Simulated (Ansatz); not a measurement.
Geometry relaxation, with input and output: TiS$_{2}$ (part 2 of 2)

The same run, continued: TiS$_{2}$ (slab, 12 atoms in the cell); DFT PBE+D3(BJ), scalar-relativistic, plane waves, PAW, no spin polarisation (Ansatz 0.2.0); cutoff 420 eV, 3×3×1 k-mesh, Gaussian smearing of 0.1 eV. The structure derives from an entry of the Crystallography Open Database. The input holds or restrains some coordinates. Forces given for the steps count only the free coordinates. It belongs to a series of runs on one base structure; here: clean slab, lower planes held.

Geometry of the input (Å; fractional positions):
```
6.7177  0.0000  0.0000
-3.3589  5.8177  0.0000
0.0000  0.0000  18.8582
S  0.3333  0.1667  0.4242
S  0.3333  0.6667  0.4242
S  0.8333  0.1667  0.4242
S  0.8333  0.6667  0.4242
Ti 0.0000  0.0000  0.5000
Ti 0.0000  0.5000  0.5000
Ti 0.5000  0.0000  0.5000
Ti 0.5000  0.5000  0.5000
S  0.1667  0.3333  0.5758
S  0.1667  0.8333  0.5758
S  0.6667  0.3333  0.5758
S  0.6667  0.8333  0.5758
```

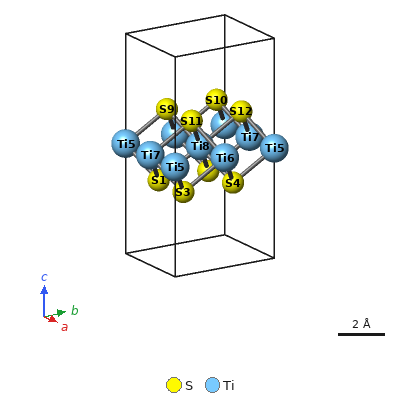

The geometry at step 2 of the log (ball-and-stick view of the cell of the calculation, with the vacuum cut short, seen slightly off an axis; atoms are numbered from 1 in the order of the input).

```
WARN: The input density's exchange-correlation potential varies sharply where the density is thin. Do not read a vacuum level from v_tot or v_xc, or from such a field of the output density. On a cell that repeats whose density bears no net charge and no dipole along the vacuum's axis use v_es (v_loc + v_h of the components); under efield.dipole_correction with no amplitude use v_es + v_field, which holds any external_charges[].barrier, or the levels of the report's work_function block, which leave it out; under a non-zero efield.amplitude the vacuum is tilted and has no level; on a cell that repeats and bears such a dipole with no correction it is tilted too, and efield.dipole_correction with no amplitude gives each side of its ramp a level where efield: is served; in a cell that repeats whose density bears a net charge (total_charge, or a fill off its count) it is curved and has none; of a slab under crystal.periodic whose density bears no net charge use v_es, which has a level on each side, short of where the two are joined; of another it falls or rises all the way out and has none; of a slab beside external_charges read slab_vacuum_level instead, which it has where they leave it neutral. The grid or the basis barely resolves most such structure, and the values can differ between equally converged runs; as a rule a tighter scf.convergence.dr2_threshold does not remove it. Where the density itself ripples (under the LDA too) a higher basis.ecutwfc lessens it. The files hold the spikes' plane waves up to the density's cutoff. Files: v_tot and the like, and their columns of v_z.tsv (output.write_potential); v_xc and the like, and their columns of v_comp_z.tsv (output.write_potential_components); where files of the output density stand in their place, no point of their own thin density is over the threshold below, and this is of outcome.potential() and, of a run that writes arrays (npy), the arrays of these names. Measured: with its Gaussian average of σ = 0.25 Å subtracted twice, the exchange-correlation potential is over 0.1 eV at 82 of the grid points where the equally averaged density (valence and model cores) is under 1e-3 e/Å³, and 0.116 eV at the most among them, at an averaged density of 6.2e-9 e/Å³. See output.write_potential in the manual, Limitations
SCF converged after 3 iterations
Free energy (F): -17233.976910 eV
Harris-Foulkes:  -17233.976910 eV  (|F-HF|=1.15e-7)
Internal energy: -17233.949879 eV  (E = F + TS)
E sigma→0 (E₀):  -17233.963394 eV
Entropy (-TS):   -0.027031 eV (-2.253 meV/atom)
Fermi energy:    -1.499535 eV
Dipole field:    D = -0.000026 V/Å  (p = -0.000106 e·Å, saw-weighted, corrected)
Work function:   Φ+ = 5.7184 eV   Φ− = 5.7179 eV
Levels:          The Fermi level and band energies are counted from a zero that moves with the ramp; work functions are not
--- Per-component energies (eV) ---
  E_band       = -1753.721602
  E_kinetic    = 1942.950353
  E_local      = -46608.627083  (includes V_loc(G=0)·N_el)
  E_nonlocal   = 251.240931
  E_hartree    = 22283.312771
  E_xc         = -1169.930632
  E_vxc        = -1191.256037  (∫ρ·V_xc dr)
  E_paw        = -8987.615913  (= ΣΔE_a)
  E_vpaw       = -714.663741  (= ΣTr[D̂ρ^β])
  E_aug_tail   = 0.000537  (compensation charges beyond the density's cutoff)
  E_efield     = 0.000000  (sawtooth field / dipole correction)
  E_vefield    = 0.000034  (∫n·V_field dr)
  E_ewald      = 15058.069050
  E_disp       = -3.349893  (pairwise vdW)
  E_smearing   = -0.027031  (= −TS)
  E_closure    = 0.000000  (closes the sum)
  Σ components = -17233.976910   (vs F -17233.976910, Δ=0.00e0)
--- Forces (eV/Å), atoms counted from 1 ---
  atom   1  S      0.00000000    -0.00000000     0.01655193
  atom   2  S      0.00000000    -0.00000000     0.01655193
  atom   3  S      0.00000000    -0.00000000     0.01655193
  atom   4  S      0.00000000    -0.00000000     0.01655193
  atom   5  Ti    -0.00000000    -0.00000000     0.00091325
  atom   6  Ti    -0.00000000    -0.00000000     0.00091325
  atom   7  Ti    -0.00000000     0.00000000     0.00091325
  atom   8  Ti    -0.00000000     0.00000000     0.00091325
  atom   9  S     -0.00000000     0.00000000    -0.01746663
  atom  10  S     -0.00000000     0.00000000    -0.01746663
  atom  11  S     -0.00000000     0.00000000    -0.01746663
  atom  12  S      0.00000000     0.00000000    -0.01746663
  max |Σ_I F_I| component: 5.82e-6 eV/Å
--- Band table (eV) ---
  k-point 0: bands = ["-59.0858", "-59.0711", "-59.0711", "-59.0711", "-35.4214", "-35.4214", "-35.4214", "-35.3223", "-35.3053", "-35.3053", "-35.3053", "-35.2915", "-35.2915", "-35.2915", "-35.2710", "-35.2710", "-15.1861", "-13.9922", "-13.6621", "-13.6621", "-13.6621", "-13.4188", "-13.4188", "-13.4188", "-6.8547", "-6.8547", "-6.8547", "-6.2396", "-5.6969", "-5.6969", "-5.6969", "-4.4654", "-4.4654", "-4.4654", "-4.2263", "-4.2263", "-4.2263", "-4.1893", "-4.1893", "-3.5212", "-3.5212", "-3.5212", "-3.0827", "-2.8355", "-2.8355", "-2.8355", "-1.5127", "-1.5127", "-1.5127", "-1.4107", "-1.4107", "-0.9986", "-0.9986", "-0.4771", "0.1137", "0.1137", "0.1137", "0.5420", "0.5420", "0.5420"]
  k-point 1: bands = ["-59.0822", "-59.0748", "-59.0711", "-59.0711", "-35.4019", "-35.4019", "-35.3843", "-35.3251", "-35.3251", "-35.3148", "-35.3088", "-35.2992", "-35.2967", "-35.2915", "-35.2915", "-35.2796", "-14.8581", "-14.0890", "-13.8759", "-13.6379", "-13.6379", "-13.6175", "-13.4644", "-13.4644", "-6.3260", "-6.3260", "-5.9799", "-5.8647", "-5.6966", "-5.6966", "-5.4465", "-4.9935", "-4.8428", "-4.5141", "-4.5141", "-4.3428", "-4.3428", "-4.1101", "-4.1002", "-3.9800", "-3.9800", "-3.4511", "-3.4511", "-3.3144", "-3.0767", "-2.8158", "-2.5883", "-2.3216", "-1.3389", "-0.9371", "-0.7132", "-0.7132", "-0.1719", "0.0238", "0.0898", "0.0898", "0.1161", "0.3839", "0.3839", "0.4057"]
  k-point 2: bands = ["-59.0767", "-59.0767", "-59.0767", "-59.0693", "-35.3750", "-35.3750", "-35.3582", "-35.3582", "-35.3582", "-35.3043", "-35.3043", "-35.3043", "-35.2986", "-35.2986", "-35.2986", "-35.2878", "-14.2989", "-14.2989", "-14.2989", "-13.6901", "-13.6901", "-13.6901", "-13.3896", "-13.3893", "-5.7696", "-5.7693", "-5.6252", "-5.5387", "-5.5387", "-5.5387", "-5.2929", "-5.2929", "-5.2929", "-4.8204", "-4.8204", "-4.8204", "-4.2757", "-3.9959", "-3.9958", "-3.9593", "-3.9593", "-3.9593", "-3.5738", "-3.5738", "-3.5738", "-2.6781", "-2.6781", "-2.6781", "-0.6992", "-0.6992", "-0.6992", "-0.2178", "-0.1983", "-0.1983", "-0.1983", "0.1634", "0.1635", "0.4127", "0.4127", "0.4127"]
--- Relaxed structure (3 steps of the walk, 3 accepted, 0 SCFs on fresh bases) ---
  F+E_penalty+E_count = -17233.97691010 eV   max|allowed force component| = 1.747e-2 eV/Å
  atoms:
    - { symbol: S, position: [0.3333333333333334, 0.16666666666666666, 0.42421764250000005] }
    - { symbol: S, position: [0.3333333333333335, 0.6666666666666666, 0.42421764250000005] }
    - { symbol: S, position: [0.8333333333333334, 0.16666666666666666, 0.42421764250000005] }
    - { symbol: S, position: [0.8333333333333334, 0.6666666666666666, 0.42421764250000005] }
    - { symbol: Ti, position: [-3.7606805582114204e-19, -1.8659532805885377e-30, 0.5007239818251125] }
    - { symbol: Ti, position: [2.7755575615628914e-17, 0.49999999999999994, 0.5007239818251125] }
    - { symbol: Ti, position: [0.49999999999999994, 0.0, 0.5007239818251125] }
    - { symbol: Ti, position: [0.5, 0.5, 0.5007239818251125] }
    - { symbol: S, position: [0.16666666666666669, 0.33333333333333337, 0.5772369849622188] }
    - { symbol: S, position: [0.16666666666666669, 0.8333333333333334, 0.5772369849622188] }
    - { symbol: S, position: [0.6666666666666666, 0.33333333333333337, 0.5772369849622188] }
    - { symbol: S, position: [0.6666666666666667, 0.8333333333333335, 0.5772369849622188] }
```

Trajectory as extended XYZ (Å, eV, eV/Å), 3 frames, from step=1 to step=3:
```
12
Lattice="6.7177 0.0000 0.0000 -3.3589 5.8177 0.0000 0.0000 0.0000 18.8582" Properties=species:S:1:pos:R:3:forces:R:3 step=1 energy=-17233.96947
S     1.6794    0.9696    8.0000    0.0000   0.0000  -0.1527
S     0.0000    3.8785    8.0000    0.0000   0.0000  -0.1527
S     5.0383    0.9696    8.0000    0.0000   0.0000  -0.1527
S     3.3589    3.8785    8.0000    0.0000   0.0000  -0.1527
Ti    0.0000    0.0000    9.4291    0.0000   0.0000   0.0000
Ti   -1.6794    2.9089    9.4291    0.0000   0.0000   0.0000
Ti    3.3589    0.0000    9.4291    0.0000   0.0000   0.0000
Ti    1.6794    2.9089    9.4291    0.0000   0.0000   0.0000
S     0.0000    1.9392   10.8582    0.0000   0.0000   0.1527
S    -1.6794    4.8481   10.8582    0.0000   0.0000   0.1527
S     3.3589    1.9392   10.8582    0.0000   0.0000   0.1527
S     1.6794    4.8481   10.8582    0.0000   0.0000   0.1527
12
Lattice="6.7177 0.0000 0.0000 -3.3589 5.8177 0.0000 0.0000 0.0000 18.8582" Properties=species:S:1:pos:R:3:forces:R:3 step=2 energy=-17233.97691
S     1.6794    0.9696    8.0000    0.0000   0.0000   0.0165
S     0.0000    3.8785    8.0000    0.0000   0.0000   0.0165
S     5.0383    0.9696    8.0000    0.0000   0.0000   0.0165
S     3.3589    3.8785    8.0000    0.0000   0.0000   0.0165
Ti    0.0000    0.0000    9.4428    0.0000   0.0000   0.0007
Ti   -1.6794    2.9089    9.4428    0.0000   0.0000   0.0007
Ti    3.3589    0.0000    9.4428    0.0000   0.0000   0.0007
Ti    1.6794    2.9089    9.4428    0.0000   0.0000   0.0007
S     0.0000    1.9392   10.8857    0.0000   0.0000  -0.0174
S    -1.6794    4.8481   10.8857    0.0000   0.0000  -0.0174
S     3.3589    1.9392   10.8857    0.0000   0.0000  -0.0174
S     1.6794    4.8481   10.8857    0.0000   0.0000  -0.0174
12
Lattice="6.7177 0.0000 0.0000 -3.3589 5.8177 0.0000 0.0000 0.0000 18.8582" Properties=species:S:1:pos:R:3:forces:R:3 step=3 energy=-17233.97691
S     1.6794    0.9696    8.0000    0.0000   0.0000   0.0166
S     0.0000    3.8785    8.0000    0.0000   0.0000   0.0166
S     5.0383    0.9696    8.0000    0.0000   0.0000   0.0166
S     3.3589    3.8785    8.0000    0.0000   0.0000   0.0166
Ti    0.0000    0.0000    9.4428    0.0000   0.0000   0.0009
Ti   -1.6794    2.9089    9.4428    0.0000   0.0000   0.0009
Ti    3.3589    0.0000    9.4428    0.0000   0.0000   0.0009
Ti    1.6794    2.9089    9.4428    0.0000   0.0000   0.0009
S     0.0000    1.9392   10.8857    0.0000   0.0000  -0.0175
S    -1.6794    4.8481   10.8857    0.0000   0.0000  -0.0175
S     3.3589    1.9392   10.8857    0.0000   0.0000  -0.0175
S     1.6794    4.8481   10.8857    0.0000   0.0000  -0.0175
```

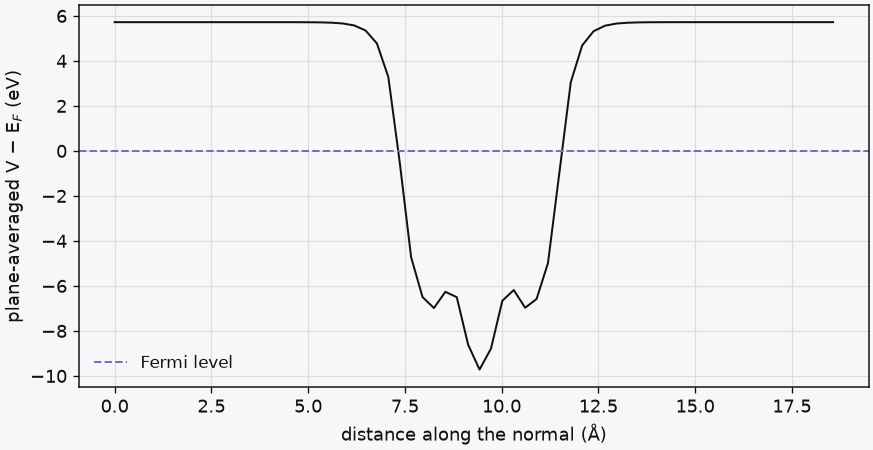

Plane average of the electrostatic potential energy of an electron across the cell, from the Fermi level. The vacuum level lies 5.72 eV above the Fermi level.

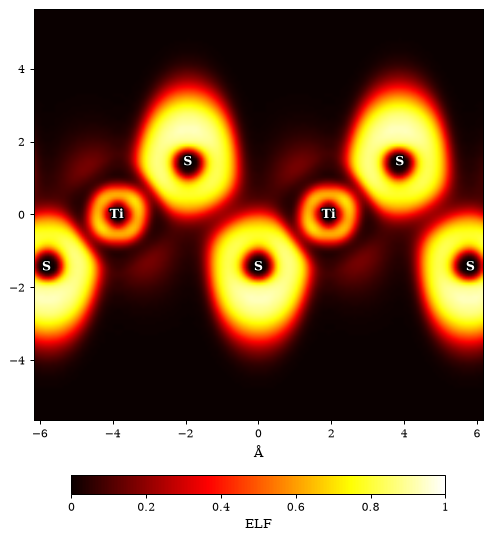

ELF on the (110) plane of the calculation cell, a cut from vacuum to vacuum. Ti–S (2.42 Å): the ELF is about 0.50 at the midpoint. The strong features right at Ti lie inside the PAW spheres (semicore, d or f shells) and say nothing about bonding. Core electrons are frozen (PAW), so the fields are smoothed inside the atomic spheres.

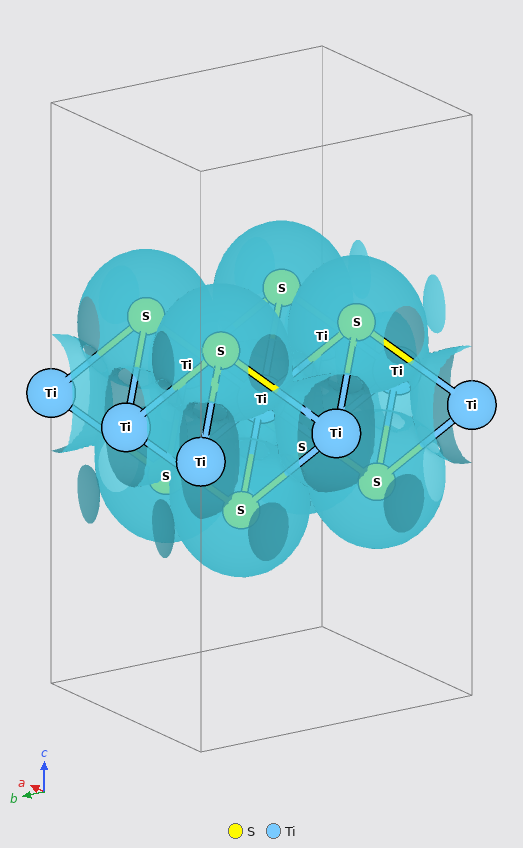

Isosurface of the valence pseudo-density at 0.4 e/Å³ (cyan), seen at an oblique angle. Sticks mark near contacts. At this value the density is joined into sheets; it holds about 75 % of the electrons treated as valence (semicore included). On the grid the lowest density along these lines, outside the cores, is 0.46 e/Å³ (Ti–S, 2.42 Å).

Summary:

| quantity | value |
| --- | --- |
| outcome | converged under the restraints of the input |
| electrons treated | 96 |
| free energy | −17233.9769 eV |
| work function, top face | 5.72 eV |
| work function, bottom face | 5.72 eV |
| Fermi energy | −1.500 eV |
| gap on the k-point mesh | none (metallic) |
| final volume | 737.01 Å³ |
| work function (upper face) | 5.72 eV |
| largest force (length of the vector) at the end, held atoms and coordinates included | 0.017 eV/Å |
| hardware | 4 threads of Intel Xeon (Sapphire Rapids), 16 GiB of memory available, shared host |
| wall time | 6 s (CPU time 22 s) |
| peak memory | 1 GiB |

Remarks:

The program warns: the exchange-correlation potential is rough where the density is thin.
